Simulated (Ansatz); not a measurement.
**Electron scattering at the Σ9 (114) boundary in bcc Ta with Cu (substitutional)**

Aim: the relaxed structure and the specific resistance of the Σ9 (114) boundary in bcc Ta with Cu (substitutional).

Program: Ansatz 0.2.0. Level of theory: Ansatz plane-wave DFT, PBE, PAW files; relaxation of a bicrystal slab with its lowest layers held; PAW set soft_1, in the first sound run; inputs show where later runs differ. Results are calculated unless marked as measured.

## Step 1: The starting structure

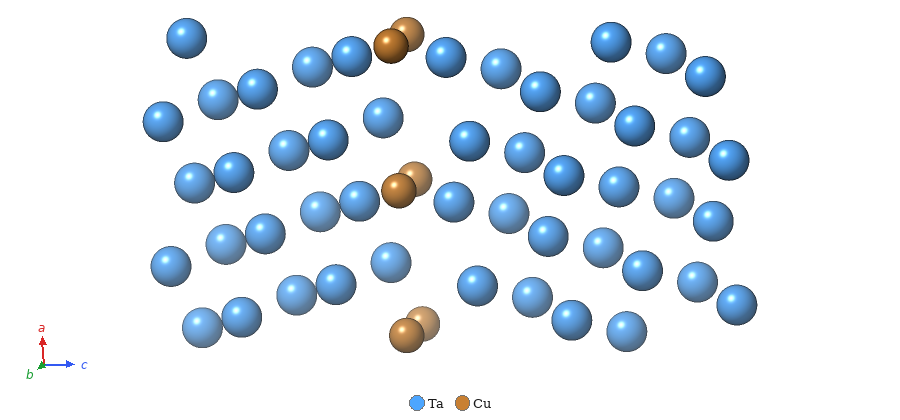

The starting structure, seen from the side, with the c axis across the page (tantalum blue, copper orange). 2×1×1 cells are drawn. Some periodic images of atoms are drawn too.

The cell holds 24 atoms: 23 Ta and 1 Cu. Cell: a = 5.477 Å, b = 4.671 Å, c = 29.682 Å, α = 90.0°, β = 90.0°, γ = 64.8°. It derives from Ta. built on the (1 1 4) plane; 2 overlapping atoms removed and the grains opened by 0 Å. Vacuum lies along c.

## Step 2: Relaxing the bicrystal

The boundary is built by mirroring the lower grain in the boundary plane and removing any atoms that overlap; then the Cu is put in at the boundary. A thin bicrystal slab is relaxed first, with the lowest layers held and the upper grain free to shift and open.

Contents of input.yaml:

```yaml
crystal:
  lattice:
    - [5.4766761838, 0.0, 0.0]
    - [1.9915186123, 4.2246489468, 0.0]
    - [0.0, 0.0, 29.6821005704]
  atoms:
    - { symbol: Ta, position: [0.4444444444, 0.7777777777, 0.1684516899] }
    - { symbol: Ta, position: [1.0, 0.4999999999, 0.1946769516] }
    - { symbol: Ta, position: [0.5555555555, 0.2222222222, 0.2209022134] }
    - { symbol: Ta, position: [0.1111111111, 0.9444444444, 0.2471274752] }
    - { symbol: Ta, position: [0.6666666666, 0.6666666666, 0.2733527369] }
    - { symbol: Ta, position: [0.2222222222, 0.3888888888, 0.2995779987] }
    - { symbol: Ta, position: [0.7777777778, 0.1111111111, 0.3258032604] }
    - { symbol: Ta, position: [0.3333333333, 0.8333333333, 0.3520285222] }
    - { symbol: Ta, position: [0.8888888889, 0.5555555555, 0.378253784] }
    - { symbol: Ta, position: [0.4444444444, 0.2777777778, 0.4044790457] }
    - { symbol: Cu, position: [0.0, 0.0, 0.4307043075] }
    - { symbol: Ta, position: [0.8888888889, 0.5555555555, 0.483154831] }
    - { symbol: Ta, position: [0.3333333333, 0.8333333333, 0.5093800928] }
    - { symbol: Ta, position: [0.7777777778, 0.1111111111, 0.5356053545] }
    - { symbol: Ta, position: [0.2222222222, 0.3888888888, 0.5618306163] }
    - { symbol: Ta, position: [0.6666666666, 0.6666666666, 0.5880558781] }
    - { symbol: Ta, position: [0.1111111111, 0.9444444444, 0.6142811398] }
    - { symbol: Ta, position: [0.5555555555, 0.2222222222, 0.6405064016] }
    - { symbol: Ta, position: [1.0, 0.4999999999, 0.6667316633] }
    - { symbol: Ta, position: [0.4444444444, 0.7777777777, 0.6929569251] }
    - { symbol: Ta, position: [0.8888888888, 0.0555555555, 0.7191821869] }
    - { symbol: Ta, position: [0.3333333333, 0.3333333332, 0.7454074486] }
    - { symbol: Ta, position: [0.7777777777, 0.611111111, 0.7716327104] }
    - { symbol: Ta, position: [0.2222222222, 0.8888888888, 0.7978579722] }
kpoints:
  mp_grid: { grid: [6, 6, 1] }
hamiltonian:
  xc: pbe
  pseudopotentials: { kind: paw, azcp: { folder: soft_1 } }
scf:
  occupations: { method: fermi_dirac, width: 0.1 }
relax:
  f_tol: 0.03
  max_steps: 80
  constraints: [{ sites: [0, 1, 2, 3] }]
```

Run with:

```
> ansatz run input.yaml --threads 4 --pin off --max-ram 15360MiB --backend cpu --events-out ev --progress --plain --runs-dir out
```

Numbers of over 12 decimals in the logs are rounded to 6 here.

The log of the run:

```text
Engine: ansatz 0.2.0, aarch64-unknown-linux-gnu
Pseudopotentials: kind: paw
Pseudopotential: Ta, paw, valence charge 13, recommended cutoff 420 eV (normal), soft_1/Ta.paw.azcp
Pseudopotential: Cu, paw, valence charge 19, recommended cutoff 420 eV (normal), soft_1/Cu.paw.azcp
Functional definition: PBE
  parameter kappa = 0.804
  parameter beta = 0.066725
  exchange = pbe_x(kappa = kappa, mu = beta*pi^2/3)
  correlation = pbe_c(beta = beta)
Crystal: 24 atoms, lattice volume = 686.756 Å³
Basis set: ecut = 420 eV, 13437 PW (Γ), exchange–correlation on 80×64×400 points (8 copies of the dense FFT grid, shifted against one another)
Bands: 191, of which v1, the nominal top of the filled ones, is band 159 counted from 1 (158 counted from 0)
Symmetry: 2 space group operations
Space group: Cm (ITA 8), of the structure as read, at distance tolerance 8.8e-5 Å
k-points: 13 of 36 (time reversal used)
Non-local potential: Ta, projectors of the file, l = 0: 3, l = 1: 2, l = 2: 2, l = 3: 1
Non-local potential: Cu, projectors of the file, l = 0: 3, l = 1: 2, l = 2: 3, l = 3: 1
PAW form: soft (Blöchl's): semilocal exchange-correlation on the pseudo side does not see the compensation charge
PAW one-centre angular grid: Ta, 590 points (default); XC on 64 Gauss nodes
PAW one-centre angular grid: Cu, 590 points (default); XC on 64 Gauss nodes
Initial density: superposition of atomic densities (neutral atoms: chi_scale 0, normalization atom)
Initial wavefunctions: pseudopotential atomic-orbital guess
Functional: x = pbe(κ = 0.804, μ = 0.219515), c = pbe(β = 0.066725)
SCF iter   1: F=—  HF=-235104.077118 eV  |F-HF|=—  |Δ(HF+E_count)|=         —  Δρ=2.98e-1  dr2=9.98e2  ethr=3.10e-3  ⟨swp⟩=9.7  Hψ=11756  notcnv=0
preconditioner: auto → LDOS  [metal: Δε(μ)=0.017 eV  Ē_g=4.211 eV  σ=0.100 eV  W_gap=0.04  n_scr=148 (ndim 8)  ℏωp=15.9 eV  f_vac=0.277  D(μ)=22.25/eV (n_scr^D=164)  β→1.0]
SCF iter   2: F=—  HF=-235099.005433 eV  |F-HF|=—  |Δ(HF+E_count)|=    5.07e0  Δρ=1.02e-1  dr2=1.30e3  ethr=3.10e-3  ⟨swp⟩=16.9  Hψ=21199  notcnv=0  defer=16
SCF iter   3: F=—  HF=-235093.333711 eV  |F-HF|=—  |Δ(HF+E_count)|=    5.67e0  Δρ=1.17e-1  dr2=1.60e2  ethr=3.10e-3  ⟨swp⟩=15.3  Hψ=12092  notcnv=0  defer=17
SCF iter   4: F=—  HF=-235079.383517 eV  |F-HF|=—  |Δ(HF+E_count)|=    1.40e1  Δρ=4.28e-2  dr2=1.84e1  ethr=3.10e-3  ⟨swp⟩=9.5  Hψ=10567  notcnv=0  defer=18
SCF iter   5: F=—  HF=-235078.669819 eV  |F-HF|=—  |Δ(HF+E_count)|=   7.14e-1  Δρ=2.15e-2  dr2=9.21e0  ethr=3.10e-3  ⟨swp⟩=3.4  Hψ=4031  notcnv=0  defer=11
SCF iter   6: F=—  HF=-235078.541581 eV  |F-HF|=—  |Δ(HF+E_count)|=   1.28e-1  Δρ=1.62e-2  dr2=2.68e0  ethr=2.90e-3  ⟨swp⟩=2.5  Hψ=3839  notcnv=0  defer=9
SCF iter   7: F=—  HF=-235078.332393 eV  |F-HF|=—  |Δ(HF+E_count)|=   2.09e-1  Δρ=2.59e-3  dr2=3.62e-1  ethr=8.44e-4  ⟨swp⟩=4.0  Hψ=3717  notcnv=0  defer=14
SCF iter   8: F=—  HF=-235078.319453 eV  |F-HF|=—  |Δ(HF+E_count)|=   1.29e-2  Δρ=1.90e-3  dr2=7.94e-2  ethr=1.14e-4  ⟨swp⟩=2.7  Hψ=3379  notcnv=0  defer=9
SCF iter   9: F=—  HF=-235078.316524 eV  |F-HF|=—  |Δ(HF+E_count)|=   2.93e-3  Δρ=5.34e-4  dr2=2.71e-3  ethr=2.50e-5  ⟨swp⟩=3.0  Hψ=2975  notcnv=0  defer=8
SCF iter  10: F=—  HF=-235078.316425 eV  |F-HF|=—  |Δ(HF+E_count)|=   9.85e-5  Δρ=1.07e-4  dr2=1.71e-4  ethr=8.53e-7  ⟨swp⟩=2.5  Hψ=3510  notcnv=0  defer=5
SCF iter  11: F=—  HF=-235078.316538 eV  |F-HF|=—  |Δ(HF+E_count)|=   1.13e-4  Δρ=6.58e-5  dr2=4.89e-5  ethr=5.38e-8  ⟨swp⟩=2.8  Hψ=3637  notcnv=0  defer=5
SCF iter  12: F=-235078.316532 eV  HF=-235078.316533 eV  |F-HF|=1.80e-6  |Δ(HF+E_count)|=   4.37e-6  Δρ=1.92e-5  dr2=2.39e-6  ethr=7.08e-9  ⟨swp⟩=4.9  Hψ=7950  notcnv=0
SCF 1 converged in 12 iterations: F = -235078.316532 eV  dr2 = 2.39e-6
  greatest PAW one-centre occupation: 0.999 electrons in one spin orbital (limit 2), on the Cu atom at site 10 (counted from 0), in its partial waves of l = 0
relax step   1: F+E_penalty+E_count = -235078.31653170 eV  Δ(F+E_penalty+E_count) = +0.000e0 eV  max|allowed force component| = 1.768e0 eV/Å  Δτ_max = 0.0000 Å  (12 SCF iters, dr2 threshold 2.25e-5 eV, accepted)
Initial density: handed on by an earlier stage of this run
Initial wavefunctions: those handed on with the density
SCF iter   1: F=—  HF=-235079.707243 eV  |F-HF|=—  |Δ(HF+E_count)|=         —  Δρ=1.44e-2  dr2=1.40e1  ethr=3.10e-3  ⟨swp⟩=8.3  Hψ=5753  notcnv=0  defer=18
preconditioner: auto → LDOS  [metal: Δε(μ)=0.011 eV  Ē_g=3.705 eV  σ=0.100 eV  W_gap=0.03  n_scr=148 (ndim 8)  ℏωp=15.9 eV  f_vac=0.287  D(μ)=32.13/eV (n_scr^D=284)  β→1.0]
SCF iter   2: F=—  HF=-235079.177087 eV  |F-HF|=—  |Δ(HF+E_count)|=   5.30e-1  Δρ=6.96e-3  dr2=7.60e-1  ethr=3.10e-3  ⟨swp⟩=3.4  Hψ=3178  notcnv=0  defer=9
SCF iter   3: F=—  HF=-235079.222763 eV  |F-HF|=—  |Δ(HF+E_count)|=   4.57e-2  Δρ=1.23e-2  dr2=7.69e-1  ethr=2.39e-4  ⟨swp⟩=3.2  Hψ=5058  notcnv=0  defer=10
SCF iter   4: F=—  HF=-235079.124918 eV  |F-HF|=—  |Δ(HF+E_count)|=   9.78e-2  Δρ=4.94e-3  dr2=1.02e-1  ethr=2.39e-4  ⟨swp⟩=2.2  Hψ=5309  notcnv=0  defer=8
SCF iter   5: F=—  HF=-235079.109255 eV  |F-HF|=—  |Δ(HF+E_count)|=   1.57e-2  Δρ=2.92e-4  dr2=1.16e-3  ethr=3.22e-5  ⟨swp⟩=2.2  Hψ=4502  notcnv=0  defer=7
SCF iter   6: F=—  HF=-235079.108509 eV  |F-HF|=—  |Δ(HF+E_count)|=   7.46e-4  Δρ=1.70e-4  dr2=2.43e-4  ethr=3.65e-7  ⟨swp⟩=2.8  Hψ=4471  notcnv=0  defer=7
SCF iter   7: F=-235079.108519 eV  HF=-235079.108539 eV  |F-HF|=1.93e-5  |Δ(HF+E_count)|=   2.92e-5  Δρ=4.38e-5  dr2=2.48e-5  ethr=3.14e-8  ⟨swp⟩=3.0  Hψ=8772  notcnv=0
SCF 2 converged in 7 iterations: F = -235079.108519 eV  dr2 = 2.48e-5
relax step   2: F+E_penalty+E_count = -235079.10851926 eV  Δ(F+E_penalty+E_count) = -7.920e-1 eV  max|allowed force component| = 8.020e-1 eV/Å  Δτ_max = 0.1949 Å  (7 SCF iters, dr2 threshold 1.00e-4 eV, accepted)
SCF iter   1: F=—  HF=-235080.157075 eV  |F-HF|=—  |Δ(HF+E_count)|=         —  Δρ=1.53e-2  dr2=3.21e1  ethr=3.10e-3  ⟨swp⟩=7.8  Hψ=6794  notcnv=0  defer=4
preconditioner: auto → LDOS  [metal: Δε(μ)=0.002 eV  Ē_g=3.748 eV  σ=0.100 eV  W_gap=0.01  n_scr=148 (ndim 8)  ℏωp=15.9 eV  f_vac=0.291  D(μ)=29.77/eV (n_scr^D=260)  β→1.0]
SCF iter   2: F=—  HF=-235079.692755 eV  |F-HF|=—  |Δ(HF+E_count)|=   4.64e-1  Δρ=6.41e-3  dr2=5.73e-1  ethr=3.10e-3  ⟨swp⟩=1.7  Hψ=2900  notcnv=0  defer=5
SCF iter   3: F=—  HF=-235079.762319 eV  |F-HF|=—  |Δ(HF+E_count)|=   6.96e-2  Δρ=1.33e-2  dr2=8.44e-1  ethr=1.80e-4  ⟨swp⟩=2.0  Hψ=4956  notcnv=0  defer=5
SCF iter   4: F=—  HF=-235079.658109 eV  |F-HF|=—  |Δ(HF+E_count)|=   1.04e-1  Δρ=4.06e-3  dr2=7.17e-2  ethr=1.80e-4  ⟨swp⟩=2.0  Hψ=5303  notcnv=0  defer=5
SCF iter   5: F=—  HF=-235079.647498 eV  |F-HF|=—  |Δ(HF+E_count)|=   1.06e-2  Δρ=2.40e-4  dr2=1.48e-3  ethr=2.25e-5  ⟨swp⟩=2.0  Hψ=4453  notcnv=0  defer=5
SCF iter   6: F=—  HF=-235079.646834 eV  |F-HF|=—  |Δ(HF+E_count)|=   6.63e-4  Δρ=2.30e-4  dr2=4.09e-4  ethr=4.66e-7  ⟨swp⟩=2.3  Hψ=3363  notcnv=0  defer=5
SCF iter   7: F=-235079.646777 eV  HF=-235079.646805 eV  |F-HF|=2.83e-5  |Δ(HF+E_count)|=   2.96e-5  Δρ=4.76e-5  dr2=3.98e-5  ethr=1.26e-8  ⟨swp⟩=3.2  Hψ=8954  notcnv=0
SCF 3 converged in 7 iterations: F = -235079.646777 eV  dr2 = 3.98e-5
relax step   3: F+E_penalty+E_count = -235079.64677651 eV  Δ(F+E_penalty+E_count) = -5.383e-1 eV  max|allowed force component| = 8.133e-1 eV/Å  Δτ_max = 0.1947 Å  (7 SCF iters, dr2 threshold 4.02e-5 eV, accepted)
[...]
relax step   4: F+E_penalty+E_count = -235080.05308706 eV  Δ(F+E_penalty+E_count) = -4.063e-1 eV  max|allowed force component| = 3.956e-1 eV/Å  Δτ_max = 0.1959 Å  (7 SCF iters, dr2 threshold 1.00e-4 eV, accepted)
[...]
relax step   5: F+E_penalty+E_count = -235080.29473963 eV  Δ(F+E_penalty+E_count) = -2.417e-1 eV  max|allowed force component| = 1.681e-1 eV/Å  Δτ_max = 0.1948 Å  (8 SCF iters, dr2 threshold 3.70e-5 eV, accepted)
[...]
relax step   6: F+E_penalty+E_count = -235080.40523020 eV  Δ(F+E_penalty+E_count) = -1.105e-1 eV  max|allowed force component| = 8.434e-2 eV/Å  Δτ_max = 0.2000 Å  (10 SCF iters, dr2 threshold 5.11e-6 eV, accepted)
[...]
relax step   7: F+E_penalty+E_count = -235080.42357198 eV  Δ(F+E_penalty+E_count) = -1.834e-2 eV  max|allowed force component| = 9.845e-2 eV/Å  Δτ_max = 0.1276 Å  (9 SCF iters, dr2 threshold 1.28e-6 eV, accepted)
[...]
relax step   8: F+E_penalty+E_count = -235080.42593648 eV  Δ(F+E_penalty+E_count) = -2.364e-3 eV  max|allowed force component| = 5.248e-2 eV/Å  Δτ_max = 0.0217 Å  (6 SCF iters, dr2 threshold 2.44e-6 eV, accepted)
[...]
relax step   9: F+E_penalty+E_count = -235080.42700224 eV  Δ(F+E_penalty+E_count) = -1.066e-3 eV  max|allowed force component| = 4.054e-2 eV/Å  Δτ_max = 0.0285 Å  (8 SCF iters, accepted)
SCF iter   1: F=—  HF=-235080.429084 eV  |F-HF|=—  |Δ(HF+E_count)|=         —  Δρ=8.26e-4  dr2=2.40e-2  ethr=1.09e-4  ⟨swp⟩=2.9  Hψ=4463  notcnv=0  defer=8
preconditioner: auto → LDOS  [metal: Δε(μ)=0.009 eV  Ē_g=3.858 eV  σ=0.100 eV  W_gap=0.02  n_scr=148 (ndim 8)  ℏωp=15.9 eV  f_vac=0.312  D(μ)=28.37/eV (n_scr^D=234)  β→1.0]
SCF iter   2: F=—  HF=-235080.428508 eV  |F-HF|=—  |Δ(HF+E_count)|=   5.77e-4  Δρ=2.53e-4  dr2=1.24e-3  ethr=7.53e-6  ⟨swp⟩=1.0  Hψ=2860  notcnv=0  defer=8
SCF iter   3: F=—  HF=-235080.428412 eV  |F-HF|=—  |Δ(HF+E_count)|=   9.51e-5  Δρ=1.43e-4  dr2=2.52e-4  ethr=3.89e-7  ⟨swp⟩=2.0  Hψ=4191  notcnv=0  defer=8
SCF iter   4: F=—  HF=-235080.428380 eV  |F-HF|=—  |Δ(HF+E_count)|=   3.26e-5  Δρ=8.57e-5  dr2=3.40e-5  ethr=7.92e-8  ⟨swp⟩=2.0  Hψ=4558  notcnv=0  defer=8
SCF iter   5: F=—  HF=-235080.427708 eV  |F-HF|=—  |Δ(HF+E_count)|=   6.72e-4  Δρ=2.49e-5  dr2=3.08e-6  ethr=1.07e-8  ⟨swp⟩=2.1  Hψ=4635  notcnv=0  defer=8
SCF iter   6: F=—  HF=-235080.427707 eV  |F-HF|=—  |Δ(HF+E_count)|=   3.33e-7  Δρ=5.75e-6  dr2=4.04e-7  ethr=9.69e-10  ⟨swp⟩=3.0  Hψ=4695  notcnv=0  defer=8
SCF iter   7: F=-235080.427707 eV  HF=-235080.427707 eV  |F-HF|=5.71e-8  |Δ(HF+E_count)|=   2.84e-8  Δρ=3.17e-6  dr2=9.88e-8  ethr=3.14e-11  ⟨swp⟩=5.0  Hψ=8433  notcnv=0
SCF 10 converged in 7 iterations: F = -235080.427707 eV  dr2 = 9.88e-8
relax step  10: F+E_penalty+E_count = -235080.42770727 eV  Δ(F+E_penalty+E_count) = -7.050e-4 eV  max|allowed force component| = 1.225e-2 eV/Å  Δτ_max = 0.0139 Å  (7 SCF iters, accepted)
SCF converged after 7 iterations
Free energy (F): -235080.427707 eV
Harris-Foulkes:  -235080.427707 eV  (|F-HF|=5.71e-8)
Internal energy: -235079.494246 eV  (E = F + TS)
E sigma→0 (E₀):  -235079.960977 eV
Entropy (-TS):   -0.933461 eV (-38.894 meV/atom)
Fermi energy:    10.281254 eV
--- Per-component energies (eV) ---
  E_band       = -5433.803861
  E_kinetic    = 9287.494751
  E_local      = -295547.046740  (includes V_loc(G=0)·N_el)
  E_nonlocal   = 626.179758
  E_hartree    = 144369.943816
  E_xc         = -7443.287577
  E_vxc        = -5443.371306  (∫ρ·V_xc dr)
  E_paw        = -192812.813069  (= ΣΔE_a)
  E_vpaw       = -3096.911104  (= ΣTr[D̂ρ^β])
  E_aug_tail   = 0.003113  (compensation charges beyond the density's cutoff)
  E_ewald      = 106440.031703
  E_smearing   = -0.933461  (= −TS)
  E_closure    = 0.000000  (closes the sum)
  Σ components = -235080.427707   (vs F -235080.427707, Δ=0.00e0)
--- Forces (eV/Å), atoms counted from 1 ---
  atom   1  Ta    -0.27639747     0.13029502     1.80111249
  atom   2  Ta    -0.11501624     0.05421917     0.12043275
  atom   3  Ta    -0.05148476     0.02427015    -1.12320899
  atom   4  Ta     0.46258100    -0.21806277    -0.80360484
  atom   5  Ta    -0.00475792     0.00224290     0.00115813
  atom   6  Ta     0.00098602    -0.00046482    -0.00060539
  atom   7  Ta     0.00681638    -0.00321327     0.00237846
  atom   8  Ta     0.00569388    -0.00268412     0.00246961
  atom   9  Ta    -0.00585898     0.00276195    -0.00329333
  atom  10  Ta     0.00087940    -0.00041455     0.00307664
  atom  11  Cu    -0.00153546     0.00072382     0.00574840
  atom  12  Ta    -0.00600556     0.00283105     0.01224554
  atom  13  Ta     0.00002182    -0.00001028    -0.00352589
  atom  14  Ta    -0.00159078     0.00074990    -0.00151401
  atom  15  Ta    -0.00015938     0.00007513    -0.00935996
  atom  16  Ta     0.00100637    -0.00047441     0.00242924
  atom  17  Ta    -0.00010009     0.00004718    -0.00697454
  atom  18  Ta    -0.00594918     0.00280447    -0.00172957
  atom  19  Ta    -0.00169497     0.00079902     0.00529290
  atom  20  Ta    -0.00404274     0.00190577     0.00469997
  atom  21  Ta     0.00149722    -0.00070580     0.00584792
  atom  22  Ta     0.00134874    -0.00063580     0.00212829
  atom  23  Ta     0.00048376    -0.00022804    -0.00418920
  atom  24  Ta    -0.00676011     0.00318675    -0.01087767
  max |Σ_I F_I| component: 1.37e-4 eV/Å
--- Relaxed structure (10 steps of the walk, 10 accepted, 0 SCFs on fresh bases) ---
  F+E_penalty+E_count = -235080.42770727 eV   max|allowed force component| = 1.225e-2 eV/Å
  atoms:
    - { symbol: Ta, position: [0.4444444444, 0.7777777778, 0.1684516899] }
    - { symbol: Ta, position: [1.0, 0.500000, 0.194677] }
    - { symbol: Ta, position: [0.555556, 0.222222, 0.220902] }
    - { symbol: Ta, position: [0.111111, 0.944444, 0.247127] }
    - { symbol: Ta, position: [0.667305, 0.666348, 0.272188] }
    - { symbol: Ta, position: [0.224612, 0.387694, 0.299185] }
    - { symbol: Ta, position: [0.770833, 0.114584, 0.326066] }
    - { symbol: Ta, position: [0.348231, 0.825885, 0.353636] }
    - { symbol: Ta, position: [0.900267, 0.549867, 0.372545] }
    - { symbol: Ta, position: [0.441380, 0.279310, 0.417245] }
    - { symbol: Cu, position: [-0.00932537, 0.00466268, 0.416805] }
    - { symbol: Ta, position: [0.884236, 0.557882, 0.460469] }
    - { symbol: Ta, position: [0.336046, 0.831977, 0.481597] }
    - { symbol: Ta, position: [0.768601, 0.115700, 0.508700] }
    - { symbol: Ta, position: [0.221260, 0.389370, 0.534588] }
    - { symbol: Ta, position: [0.665436, 0.667282, 0.560347] }
    - { symbol: Ta, position: [0.108833, 0.945583, 0.587129] }
    - { symbol: Ta, position: [0.545780, 0.227110, 0.613821] }
    - { symbol: Ta, position: [0.986786, 0.506607, 0.641105] }
    - { symbol: Ta, position: [0.426961, 0.786520, 0.669037] }
    - { symbol: Ta, position: [0.874080, 0.062960, 0.693139] }
    - { symbol: Ta, position: [0.317448, 0.341276, 0.721189] }
    - { symbol: Ta, position: [0.753713, 0.623143, 0.743712] }
    - { symbol: Ta, position: [0.179415, 0.910292, 0.765534] }
```

It took 10 min on 4 threads of Arm Neoverse V1, shared host; peak memory 3.1 GiB.

Step by step:

| step | energy less that of the first step (eV) | largest force component (eV/Å) |
| --- | --- | --- |
| 1 | 0.0000 | 1.7683 |
| 2 | -0.7920 | 0.8020 |
| 3 | -1.3302 | 0.8133 |
| 4 | -1.7366 | 0.3956 |
| 5 | -1.9782 | 0.1681 |
| 6 | -2.0887 | 0.0843 |
| 7 | -2.1070 | 0.0984 |
| 8 | -2.1094 | 0.0525 |
| 9 | -2.1105 | 0.0405 |
| 10 | -2.1112 | 0.0122 |

Forces are held to the 2 operations that the run works with; a distortion that breaks them can't arise in this run.

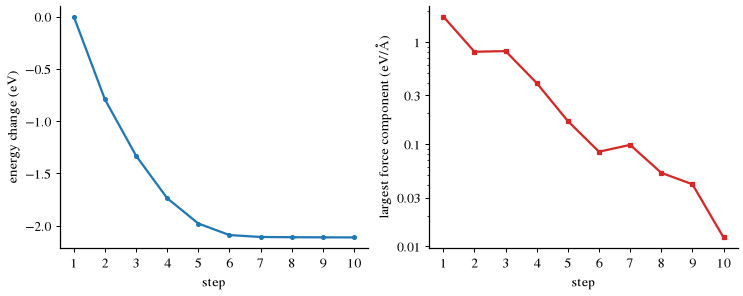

Energy and largest force along the relaxation.

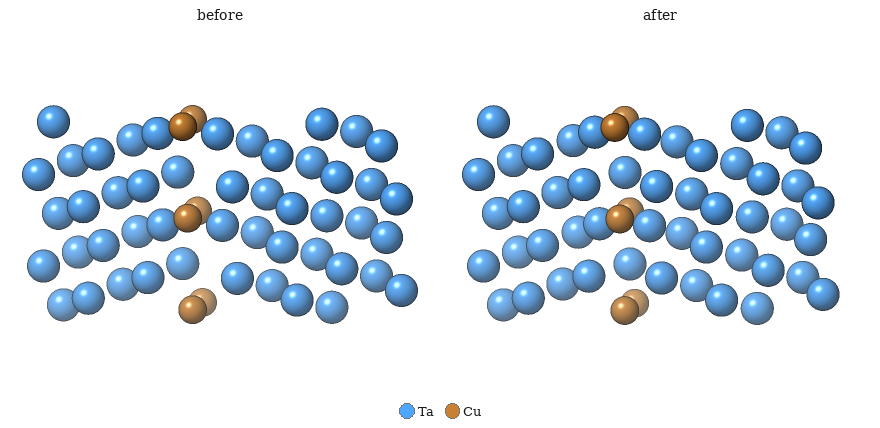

The structure before and after the relaxation, drawn at the same scale.

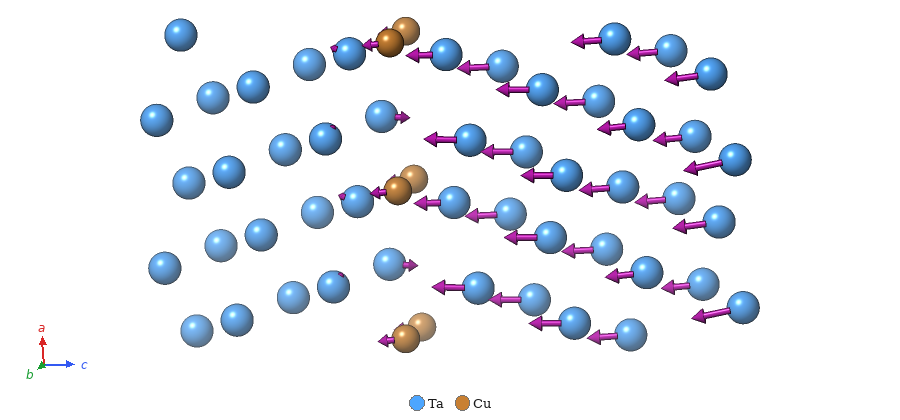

Displacements in the relaxation, exaggerated; the longest in the cell stands for 0.98 Å. 2×1×1 cells are drawn. Some periodic images of atoms are drawn too.

The atoms that moved most (Å):

| atom | dx | dy | dz | length |
| --- | --- | --- | --- | --- |
| Ta24 | -0.192 | 0.090 | -0.959 | 0.983 |
| Ta23 | -0.108 | 0.051 | -0.829 | 0.837 |
| Ta13 | 0.012 | -0.006 | -0.825 | 0.825 |
| Ta16 | -0.006 | 0.003 | -0.822 | 0.822 |
| Ta15 | -0.004 | 0.002 | -0.809 | 0.809 |
| Ta17 | -0.010 | 0.005 | -0.806 | 0.806 |
| Ta14 | -0.041 | 0.019 | -0.799 | 0.800 |
| Ta18 | -0.044 | 0.021 | -0.792 | 0.794 |

Numbers from this step:

| Property | Result |
| --- | --- |
| free energy | -235080.4277 eV |
| energy at zero smearing | -235079.9610 eV |
| Fermi energy | 10.28 eV |

The largest force component on a free atom ends at 0.012 eV/Å, under the tolerance of 0.03, after 10 steps.

[end of part 1 of 2]

[Logs are printed without paths, hosts, clocks, repeated set-up lines and the standing remarks that a program may print on its own settings, such as how far it seeks lower states.]

[Hosts, paths, dates, database ids (printed as entryN), source tags and the programs' standing remarks are cut or masked in the printed files.]
